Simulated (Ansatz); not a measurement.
## Run report: TaSi2, geometry relaxation (part 2 of 2)

Continued. System: TaSi2 (slab, 15 atoms in the cell). Method: DFT PBE, scalar-relativistic, plane waves, PAW, no spin polarisation (Ansatz 0.2.0); cutoff 420 eV, 6×6×1 k-mesh, Gaussian smearing of 0.1 eV. The structure derives from an entry of the Crystallography Open Database. The input holds or restrains some coordinates. Forces given for the steps count only the free coordinates. It belongs to a series of runs on one base structure; here: clean surface, atoms relaxed.

Geometry of the input (Å; fractional positions):
```
4.7800  0.0000  0.0000
-2.3900  4.1396  0.0000
0.0000  0.0000  28.7520
Ta 0.5000  0.5000  0.3478
Si 0.1666  0.8334  0.3478
Si 0.8334  0.1666  0.3478
Ta -0.0000  0.5000  0.4239
Si 0.6667  0.8334  0.4239
Si 0.3333  0.1666  0.4239
Ta 0.5000  0.0000  0.5000
Si 0.8333  0.6667  0.5000
Si 0.1666  0.3333  0.5000
Ta 0.5000  0.5000  0.5761
Si 0.1666  0.8334  0.5761
Si 0.8334  0.1666  0.5761
Ta -0.0000  0.5000  0.6522
Si 0.6667  0.8334  0.6522
Si 0.3333  0.1666  0.6522
```

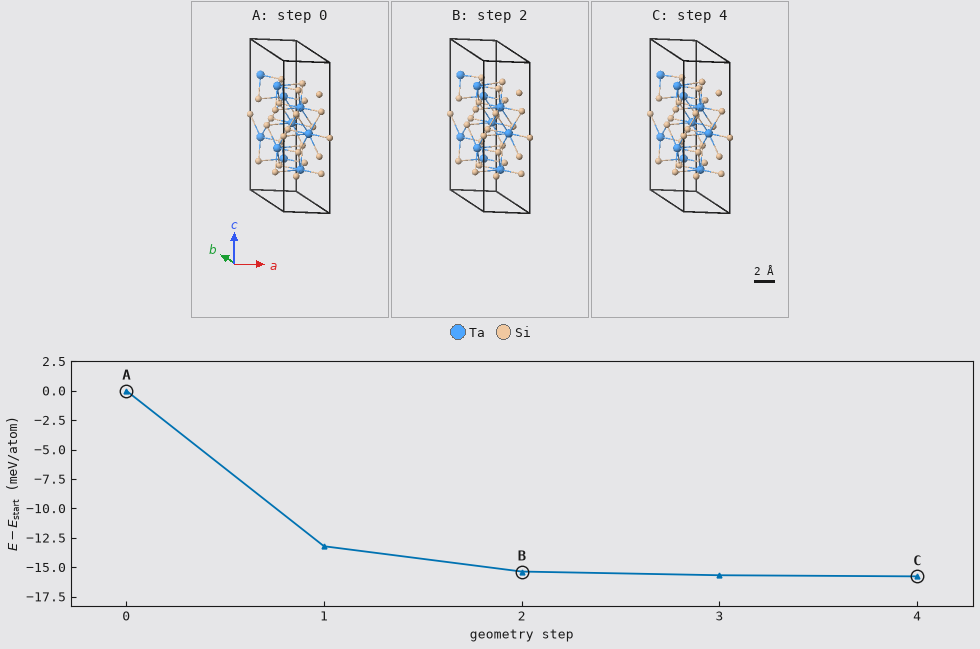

Fig. 1: Frames of the restrained relaxation (ball-and-stick view of the 1 × 2 repeat of the cell, with the vacuum cut short (origin shifted), seen slightly off an axis) above the curves, on which the letters mark them (the first geometry is step 0 here and step 1 in the log).

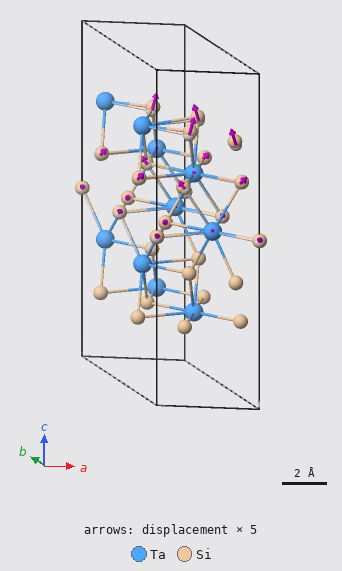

Fig. 2: Start (faint) and end (solid) with the displacements as pink arrows, magnified 5 times (ball-and-stick view of the 1 × 2 repeat of the cell, with the vacuum cut short (origin shifted), seen slightly off an axis). The largest moves, 0.18 Å, are those of Si14 and Si15. By element the largest moves are Si 0.18 Å, Ta 0.04 Å. The lattice vectors keep their values. Among the contacts that change: Ta10–Si14 2.587 → 2.682 Å, Ta10–Si11 2.760 → 2.835 Å, Ta7–Si8 2.760 → 2.821 Å, Ta7–Si11 2.587 → 2.641 Å. Among the angles that change: Ta10–Si14–Ta13 122.2° → 116.3°, Ta7–Si11–Ta13 149.1° → 145.6°, Ta10–Si11–Ta10 120.0° → 122.7°. The energy falls by 15.8 meV per atom in 4 geometry steps. The largest force component goes from 0.94 to 0.028 eV/Å. (Atoms are counted from 1 in the order of the input.)

```
SCF converged after 7 iterations
Free energy (F): -56020.628865 eV
Harris-Foulkes:  -56020.628865 eV  (|F-HF|=2.72e-8)
Internal energy: -56020.572199 eV  (E = F + TS)
E sigma→0 (E₀):  -56020.600532 eV
Entropy (-TS):   -0.056666 eV (-3.778 meV/atom)
Fermi energy:    3.269714 eV
Dipole field:    D = -0.005431 V/Å  (p = -0.017075 e·Å, saw-weighted, corrected)
Work function:   Φ+ = 4.1887 eV   Φ− = 4.0325 eV
Levels:          The Fermi level and band energies are counted from a zero that moves with the ramp; work functions are not
--- Per-component energies (eV) ---
  E_band       = -1651.814209
  E_kinetic    = 2249.741401
  E_local      = -96818.582352  (includes V_loc(G=0)·N_el)
  E_nonlocal   = 325.584538
  E_hartree    = 47340.858164
  E_xc         = -1652.758591
  E_vxc        = -1499.418680  (∫ρ·V_xc dr)
  E_paw        = -47110.337392  (= ΣΔE_a)
  E_vpaw       = -590.877638  (= ΣTr[D̂ρ^β])
  E_aug_tail   = 0.000842  (compensation charges beyond the density's cutoff)
  E_efield     = 0.000046  (sawtooth field / dipole correction)
  E_vefield    = 0.016122  (∫n·V_field dr)
  E_ewald      = 39644.921145
  E_smearing   = -0.056666  (= −TS)
  E_closure    = 0.000000  (closes the sum)
  Σ components = -56020.628865   (vs F -56020.628865, Δ=0.00e0)
--- Forces (eV/Å), atoms counted from 1 ---
  atom   1  Ta     0.00000000     0.00000000     0.96027920
  atom   2  Si     0.02736594     0.02196879    -0.73285794
  atom   3  Si    -0.02736594    -0.02196879    -0.73285794
  atom   4  Ta     0.00000000     0.00000000     0.82982834
  atom   5  Si     0.58513734     0.03556381    -0.16897505
  atom   6  Si    -0.58513734    -0.03556381    -0.16897505
  atom   7  Ta    -0.00000000     0.00000000    -0.00075620
  atom   8  Si    -0.00300764     0.00860185     0.00881792
  atom   9  Si     0.00300764    -0.00860185     0.00881792
  atom  10  Ta    -0.00000000     0.00000000    -0.01366556
  atom  11  Si    -0.00092579    -0.01214309     0.01899757
  atom  12  Si     0.00092579     0.01214309     0.01899757
  atom  13  Ta    -0.00000000     0.00000000    -0.02815377
  atom  14  Si     0.00074442     0.00895363     0.00025906
  atom  15  Si    -0.00074442    -0.00895363     0.00025906
  max |Σ_I F_I| component: 1.51e-5 eV/Å
--- Band table (eV; the first three rows and the last of 20) ---
  k-point 0: bands = ["-64.6220", "-64.4228", "-64.3545", "-64.3223", "-64.2856", "-31.3682", "-31.1777", "-31.0971", "-31.0788", "-31.0519", "-30.9930", "-30.9618", "-30.9461", "-30.9130", "-30.9084", "-30.8729", "-30.8682", "-30.8451", "-30.8362", "-30.8079", "-9.5699", "-8.6893", "-7.4817", "-6.1773", "-5.0723", "-2.7711", "-2.7419", "-2.3873", "-2.2721", "-2.1972", "-2.1304", "-1.7201", "-1.5910", "-1.1460", "-1.1155", "-0.9911", "-0.9387", "-0.8412", "-0.2700", "-0.2277", "0.4495", "0.9093", "0.9946", "1.1143", "1.1763", "1.2777", "1.3344", "1.4750", "1.6530", "1.7777", "3.0740", "3.3338", "3.4123", "3.6466", "3.9422", "3.9559", "4.0601", "4.3830", "4.5689", "6.3559", "6.4267", "6.5218", "6.7799", "6.8397", "6.9947", "7.1229", "7.1943", "7.2111"]
  k-point 1: bands = ["-64.6219", "-64.4228", "-64.3542", "-64.3225", "-64.2857", "-31.3680", "-31.1775", "-31.0989", "-31.0801", "-31.0583", "-30.9938", "-30.9648", "-30.9512", "-30.9167", "-30.9023", "-30.8728", "-30.8626", "-30.8460", "-30.8338", "-30.8087", "-9.3058", "-8.4329", "-7.2531", "-5.9657", "-4.9325", "-4.3140", "-3.5299", "-3.0410", "-2.7992", "-2.6161", "-2.0579", "-1.9301", "-1.5030", "-0.8429", "-0.8079", "-0.2195", "0.0161", "0.1005", "0.2657", "0.3188", "0.4695", "0.5372", "0.8302", "1.0721", "1.2158", "1.2838", "1.3463", "1.4319", "1.7168", "2.0968", "2.8541", "3.0337", "3.1986", "3.2980", "3.4891", "3.5037", "3.7972", "4.3062", "4.4896", "5.8026", "5.9492", "6.1472", "6.4673", "6.6993", "6.8477", "6.8907", "7.0274", "7.2911"]
  k-point 2: bands = ["-64.6219", "-64.4227", "-64.3536", "-64.3229", "-64.2858", "-31.3677", "-31.1773", "-31.1034", "-31.0834", "-31.0682", "-30.9979", "-30.9687", "-30.9573", "-30.9236", "-30.8955", "-30.8709", "-30.8561", "-30.8468", "-30.8270", "-30.8110", "-8.5573", "-7.7185", "-6.6549", "-5.8879", "-5.4466", "-4.8560", "-4.6282", "-3.9320", "-3.6967", "-3.3908", "-1.9078", "-1.7064", "-1.3812", "-0.8971", "-0.8778", "-0.8287", "-0.3165", "0.1764", "0.4467", "0.6371", "0.8667", "1.1342", "1.2042", "1.2742", "1.3678", "1.6550", "1.7155", "1.8657", "2.2301", "2.6246", "2.7784", "2.8413", "3.1229", "3.2320", "3.4989", "3.6838", "3.9922", "4.2889", "4.5446", "5.1542", "5.5238", "5.8957", "5.9354", "6.1894", "6.2416", "6.8614", "6.9186", "7.1436"]
  k-point 19: bands = ["-64.6218", "-64.4224", "-64.3536", "-64.3235", "-64.2857", "-31.3732", "-31.1888", "-31.1099", "-31.0874", "-31.0556", "-31.0253", "-30.9679", "-30.9228", "-30.9043", "-30.8949", "-30.8783", "-30.8629", "-30.8519", "-30.8459", "-30.7943", "-7.6752", "-7.0360", "-6.8002", "-6.5120", "-5.6444", "-5.4093", "-4.6631", "-4.4168", "-3.5923", "-3.3430", "-2.0000", "-1.7201", "-1.3685", "-1.2668", "-0.9431", "-0.8734", "-0.3203", "0.0903", "0.3480", "0.6648", "0.7455", "0.7944", "1.0819", "1.1926", "1.4368", "1.7195", "1.8798", "2.0369", "2.0579", "2.1994", "2.5081", "2.9847", "3.2043", "3.4125", "4.3274", "4.4287", "4.6645", "4.7537", "5.4461", "5.6108", "5.6224", "5.6335", "6.1014", "6.4524", "6.5534", "6.7019", "6.8879", "7.1006"]
--- Relaxed structure (5 steps of the walk, 5 accepted, 0 SCFs on fresh bases) ---
  F+E_penalty+E_count = -56020.62886542 eV   max|allowed force component| = 2.815e-2 eV/Å
  atoms:
    - { symbol: Ta, position: [0.49999999999999994, 0.49999999999999994, 0.3478018888] }
    - { symbol: Si, position: [0.16664999999999996, 0.8333499999999999, 0.3478018888] }
    - { symbol: Si, position: [0.8333499999999999, 0.16664999999999996, 0.3478018888] }
    - { symbol: Ta, position: [0.0, 0.49999999999999994, 0.4239009444] }
    - { symbol: Si, position: [0.6666999999999998, 0.8333499999999999, 0.4239009444] }
    - { symbol: Si, position: [0.33329999999999993, 0.16664999999999996, 0.4239009444] }
    - { symbol: Ta, position: [0.49999999999999994, 0.0, 0.501233878278303] }
    - { symbol: Si, position: [0.842359492990637, 0.6814755710884377, 0.5008331993736775] }
    - { symbol: Si, position: [0.15764050700936288, 0.3185244289115621, 0.5008331993736775] }
    - { symbol: Ta, position: [0.49999999999999994, 0.49999999999999994, 0.5771796787695745] }
    - { symbol: Si, position: [0.1574690994267049, 0.8421318003083914, 0.5786849996497492] }
    - { symbol: Si, position: [0.842530900573295, 0.15786819969160848, 0.5786849996497492] }
    - { symbol: Ta, position: [0.0, 0.49999999999999994, 0.6520584355805568] }
    - { symbol: Si, position: [0.6529691762051366, 0.8224338832701846, 0.6580765407289719] }
    - { symbol: Si, position: [0.3470308237948631, 0.17756611672981518, 0.6580765407289719] }
```

## Trajectory as extended XYZ (Å, eV, eV/Å), 5 frames, from step=1 to step=5
```
15
Lattice="4.7800 0.0000 0.0000 -2.3900 4.1396 0.0000 0.0000 0.0000 28.7520" Properties=species:S:1:pos:R:3:forces:R:3 step=1 energy=-56020.39220
Ta    1.1950    2.0698   10.0000    0.0000   0.0000   0.9449
Si   -1.1951    3.4497   10.0000    0.0352   0.0526  -0.7667
Si    3.5851    0.6899   10.0000   -0.0352  -0.0526  -0.7667
Ta   -1.1950    2.0698   12.1880    0.0000   0.0000   0.5841
Si    1.1951    3.4497   12.1880    0.7107   0.0514  -0.3364
Si    1.1949    0.6899   12.1880   -0.7107  -0.0514  -0.3364
Ta    2.3900    0.0000   14.3760    0.0000   0.0000   0.0000
Si    2.3900    2.7599   14.3760    0.0000   0.6561   0.0000
Si    0.0000    1.3797   14.3760    0.0000  -0.6561   0.0000
Ta    1.1950    2.0698   16.5640    0.0000   0.0000  -0.5841
Si   -1.1951    3.4497   16.5640   -0.7107   0.0514   0.3364
Si    3.5851    0.6899   16.5640    0.7107  -0.0514   0.3364
Ta   -1.1950    2.0698   18.7520    0.0000   0.0000  -0.9449
Si    1.1951    3.4497   18.7520   -0.0352   0.0526   0.7667
Si    1.1949    0.6899   18.7520    0.0352  -0.0526   0.7667
15
Lattice="4.7800 0.0000 0.0000 -2.3900 4.1396 0.0000 0.0000 0.0000 28.7520" Properties=species:S:1:pos:R:3:forces:R:3 step=2 energy=-56020.59045
Ta    1.1950    2.0698   10.0000    0.0000   0.0000   0.9688
Si   -1.1951    3.4497   10.0000    0.0261   0.0290  -0.7246
Si    3.5851    0.6899   10.0000   -0.0261  -0.0290  -0.7246
Ta   -1.1950    2.0698   12.1880    0.0000   0.0000   0.8674
Si    1.1951    3.4497   12.1880    0.5588   0.0662  -0.1213
Si    1.1949    0.6899   12.1880   -0.5588  -0.0662  -0.1213
Ta    2.3900    0.0000   14.4246    0.0000   0.0000  -0.2420
Si    2.3895    2.8238   14.4041    0.1091  -0.0392   0.0202
Si    0.0005    1.3158   14.4041   -0.1091   0.0392   0.0202
Ta    1.1950    2.0698   16.6114    0.0000   0.0000   0.0146
Si   -1.2625    3.4937   16.6459    0.0434   0.1049  -0.2899
Si    3.6525    0.6459   16.6459   -0.0434  -0.1049  -0.2899
Ta   -1.1950    2.0698   18.6894    0.0000   0.0000   0.8730
Si    1.1934    3.4439   18.9364   -0.0951  -0.0635  -0.1250
Si    1.1966    0.6957   18.9364    0.0951   0.0635  -0.1250
15
Lattice="4.7800 0.0000 0.0000 -2.3900 4.1396 0.0000 0.0000 0.0000 28.7520" Properties=species:S:1:pos:R:3:forces:R:3 step=3 energy=-56020.62271
Ta    1.1950    2.0698   10.0000    0.0000   0.0000   0.9619
Si   -1.1951    3.4497   10.0000    0.0271   0.0296  -0.7314
Si    3.5851    0.6899   10.0000   -0.0271  -0.0296  -0.7314
Ta   -1.1950    2.0698   12.1880    0.0000   0.0000   0.8367
Si    1.1951    3.4497   12.1880    0.5865   0.0384  -0.1699
Si    1.1949    0.6899   12.1880   -0.5865  -0.0384  -0.1699
Ta    2.3900    0.0000   14.4104    0.0000   0.0000   0.0483
Si    2.3969    2.8208   14.4021    0.0027   0.0099   0.0231
Si   -0.0069    1.3188   14.4021   -0.0027  -0.0099   0.0231
Ta    1.1950    2.0698   16.6029    0.0000   0.0000   0.0110
Si   -1.2565    3.4852   16.6427   -0.0187   0.0284  -0.0782
Si    3.6465    0.6544   16.6427    0.0187  -0.0284  -0.0782
Ta   -1.1950    2.0698   18.7438    0.0000   0.0000   0.0665
Si    1.1851    3.4389   18.9189   -0.0716  -0.1031  -0.0056
Si    1.2049    0.7007   18.9189    0.0716   0.1031  -0.0056
15
Lattice="4.7800 0.0000 0.0000 -2.3900 4.1396 0.0000 0.0000 0.0000 28.7520" Properties=species:S:1:pos:R:3:forces:R:3 step=4 energy=-56020.62742
Ta    1.1950    2.0698   10.0000    0.0000   0.0000   0.9596
Si   -1.1951    3.4497   10.0000    0.0271   0.0249  -0.7323
Si    3.5851    0.6899   10.0000   -0.0271  -0.0249  -0.7323
Ta   -1.1950    2.0698   12.1880    0.0000   0.0000   0.8241
Si    1.1951    3.4497   12.1880    0.5865   0.0373  -0.1570
Si    1.1949    0.6899   12.1880   -0.5865  -0.0373  -0.1570
Ta    2.3900    0.0000   14.4121    0.0000   0.0000   0.0002
Si    2.4015    2.8201   14.4022   -0.0411   0.0074   0.0071
Si   -0.0115    1.3195   14.4022    0.0411  -0.0074   0.0071
Ta    1.1950    2.0698   16.5991    0.0000   0.0000  -0.0418
Si   -1.2637    3.4905   16.6400    0.0417  -0.0288  -0.0306
Si    3.6537    0.6491   16.6400   -0.0417   0.0288  -0.0306
Ta   -1.1950    2.0698   18.7405    0.0000   0.0000   0.0648
Si    1.1671    3.4169   18.9177   -0.0351  -0.0275   0.0093
Si    1.2229    0.7227   18.9177    0.0351   0.0275   0.0093
15
Lattice="4.7800 0.0000 0.0000 -2.3900 4.1396 0.0000 0.0000 0.0000 28.7520" Properties=species:S:1:pos:R:3:forces:R:3 step=5 energy=-56020.62886
Ta    1.1950    2.0698   10.0000    0.0000   0.0000   0.9603
Si   -1.1951    3.4497   10.0000    0.0274   0.0220  -0.7329
Si    3.5851    0.6899   10.0000   -0.0274  -0.0220  -0.7329
Ta   -1.1950    2.0698   12.1880    0.0000   0.0000   0.8298
Si    1.1951    3.4497   12.1880    0.5851   0.0356  -0.1690
Si    1.1949    0.6899   12.1880   -0.5851  -0.0356  -0.1690
Ta    2.3900    0.0000   14.4115    0.0000   0.0000  -0.0008
Si    2.3978    2.8210   14.4000   -0.0030   0.0086   0.0088
Si   -0.0078    1.3186   14.4000    0.0030  -0.0086   0.0088
Ta    1.1950    2.0698   16.5951    0.0000   0.0000  -0.0137
Si   -1.2600    3.4861   16.6384   -0.0009  -0.0121   0.0190
Si    3.6500    0.6535   16.6384    0.0009   0.0121   0.0190
Ta   -1.1950    2.0698   18.7480    0.0000   0.0000  -0.0282
Si    1.1556    3.4045   18.9210    0.0007   0.0090   0.0003
Si    1.2344    0.7351   18.9210   -0.0007  -0.0090   0.0003
```
